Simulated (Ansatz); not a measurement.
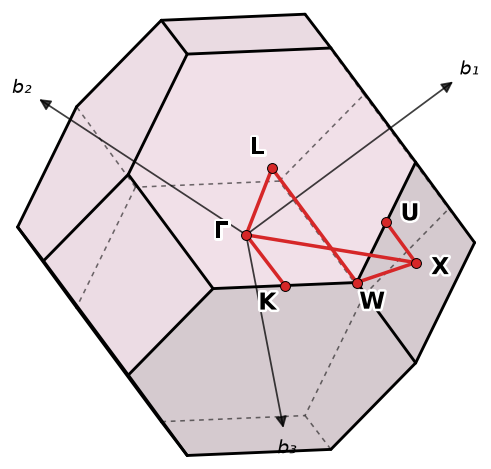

The first Brillouin zone and its special points. Crystal: AlP, the end point of a relaxation with DFT PBEsol, scalar-relativistic, plane waves, PAW (Ansatz 0.2.0). The drawing is computed from the coordinates (standard cell, symmetry found to 0.002 Å).

Space group No. 216, F-43m; a = 5.470 Å, b = 5.470 Å, c = 5.470 Å, α = 90.00°, β = 90.00°, γ = 90.00°.

Labels and path follow the convention of Hinuma et al. (2017), as computed by seekpath; the arrows show the directions of the reciprocal primitive vectors b₁, b₂, b₃, in which coordinates are given; lengths include the factor 2π.

**List the special points with their coordinates and distances from Γ.**

```tsv
point	k₁	k₂	k₃	length of k (1/Å)
Γ	0	0	0	0.000
X	1/2	0	1/2	1.149
L	1/2	1/2	1/2	0.995
W	1/2	1/4	3/4	1.284
K	3/8	3/8	3/4	1.218
U	5/8	1/4	5/8	1.218
```

**What is the zone's volume?**

(2π)³ over the primitive cell's volume of 40.92 Å³: 6.06 Å⁻³.
